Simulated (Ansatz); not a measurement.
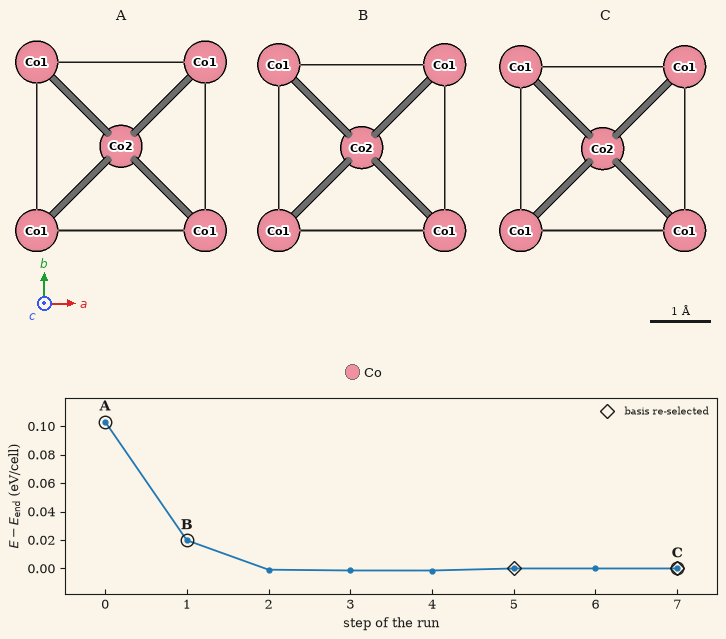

Frames of a relaxation of a crystal of Co (a generated structure, set up in Im-3m), marked on the history of the run. A ball-and-stick model of the cell of the calculation, seen along the c axis.

Phase: bcc.

These are results of DFT, PBEsol, plane waves (420 eV) with PAW, scalar-relativistic in Ansatz 0.2.0, not measurements. Set-up: plane-wave cutoff 420 eV; k-point mesh 11 × 11 × 11; occupations fermi dirac; smearing width 0.05 eV; collinear spin; cell and atoms relaxed; force threshold 0.01 eV/Å; at most 60 steps.

What happens along the run?

Answer. No atom moves by more than 0.005 Å relative to the cell. The drawn cell changes as follows: a = b = c 2.808 → 2.731 Å (−2.7 %); the volume changes by −8.0 %. Among the contacts that change: Co1–Co2 2.432 → 2.365 Å. The space group stays Im-3m (No. 229). After 5 accepted moves (7 points after the start) the energy has fallen by 0.103 eV per cell of the calculation. All forces vanish by symmetry, so only the cell relaxes. The pressure goes from −17.14 to 0.00 GPa. The SCF was repeated twice at an unchanged geometry on a basis and grid sized afresh for the cell, which shifted the energy by 1.4 meV per cell of the calculation at most. The program noted that a PAW file was made for another functional than the run's. The run may lie on a higher electronic state than the lowest, so the end point isn't shown to be the ground-state structure. From step 0 to 1: volume −4.6 %, energy −83.4 meV per cell of the calculation. From step 1 to 7: volume −3.6 %, energy −19.8 meV per cell of the calculation.
